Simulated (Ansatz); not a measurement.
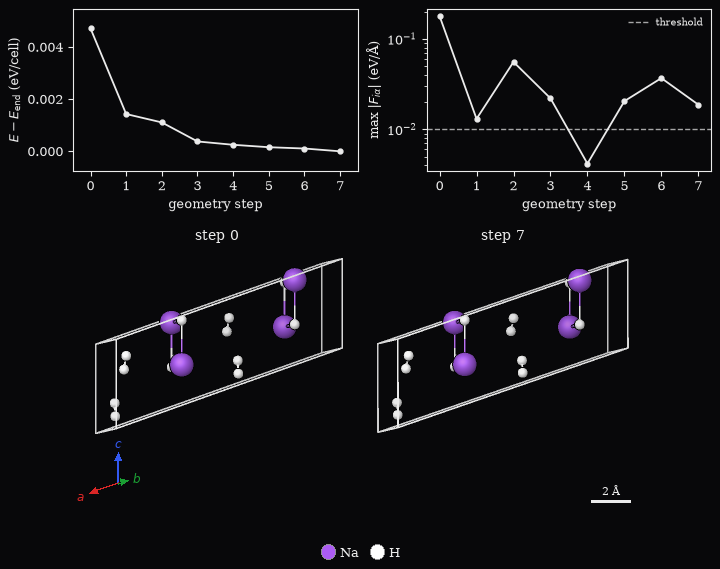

First and last geometry of a relaxation of crystalline NaH3 (a generated structure, set up in Cc), with the history of the run. The picture is a ball-and-stick view of the conventional cell (2 times the calculation's cell), seen from a free direction. Lengths and directions refer to the drawn axes.

Level of theory: DFT PBE, scalar-relativistic, plane waves, PAW (Ansatz).

Input file:
```yaml
crystal:
  lattice:
    - [6.1482069193, -2.3165581171, 1.5920559558]
    - [6.1482069193, 2.3165581171, 1.5920559558]
    - [-2.5977998707, 0.0, 3.8041260534]
  atoms:
    - { symbol: Na, position: [0.4369250416, -0.0628367964, -0.0543204353] }
    - { symbol: Na, position: [-0.0628367964, 0.4369250416, 0.4456795647] }
    - { symbol: H, position: [0.7198664582, 0.1521497247, 0.2691849888] }
    - { symbol: H, position: [-0.0623190987, 0.4369664885, -0.0534815374] }
    - { symbol: H, position: [1.2228270389, 0.6564211433, 0.622235714] }
    - { symbol: H, position: [0.1521497247, 0.7198664582, 0.7691849888] }
    - { symbol: H, position: [0.6564211433, 1.2228270389, 1.122235714] }
    - { symbol: H, position: [0.4369664885, -0.0623190987, 0.4465184626] }
basis:
  ecutwfc: 420
kpoints:
  mp_grid: { grid: [6, 6, 6] }
hamiltonian:
  xc: pbe
scf:
  occupations: { method: gaussian, width: 0.02 }
output:
  forces: true
  stress: true
  eigenvalues: true
relax:
  adjacent_minimum: "off"
  f_tol: 0.01
  max_steps: 30
  cell: { stress_tol: 0.1, fix: [volume] }
```

Command:
```bash
ansatz run input.yaml --threads 1 --pin off --max-ram 2560MiB --backend cpu --events-out ev --progress --plain --runs-dir out
```

### What do the curves and the structures tell?

The run was cut off at its time limit before the relaxation converged, so the last structure is only a point on the way. Over 7 geometry steps the energy falls by 4.7 meV per cell of the calculation. The largest force component goes from 0.18 to 0.019 eV/Å. The pressure goes from −0.44 to −0.08 GPa. The largest moves relative to the cell, 0.039 Å, are those of H5 and H7. H7 goes along [0 2 1]. By element the largest moves are H 0.039 Å, Na 0.006 Å. The drawn cell changes at constant volume: a 12.702 → 12.878 Å (+1.4 %), b 4.633 → 4.590 Å (−0.9 %), c 4.607 → 4.568 Å (−0.8 %), β 109.8° → 109.2°. Some distances before and after: Na1–Na2 3.267 → 3.240 Å, Na1–H4 2.319 → 2.295 Å, Na1–H8 2.306 → 2.284 Å, H3–H7 0.760 → 0.753 Å. The space group (tolerance 0.01 Å) goes from Cc (No. 9) to C2/c (No. 15). Cost: 110 s on 1 thread of Intel(R) Xeon(R) Platinum 8259CL CPU @ 2.50GHz (Skylake/Cascade Lake) (shared host), peak memory 0.51 GiB.

```
step  E − E(0), meV/atom  largest force component, eV/Å  pressure, GPa
   0                0.00                         0.1785          -0.44
   1               -0.41                         0.0131          -0.21
   2               -0.45                         0.0556          -0.07
   3               -0.54                         0.0220          -0.08
   4               -0.56                         0.0042          -0.08
   5               -0.57                         0.0205          -0.09
   6               -0.58                         0.0369          -0.10
   7               -0.59                         0.0188          -0.08
```
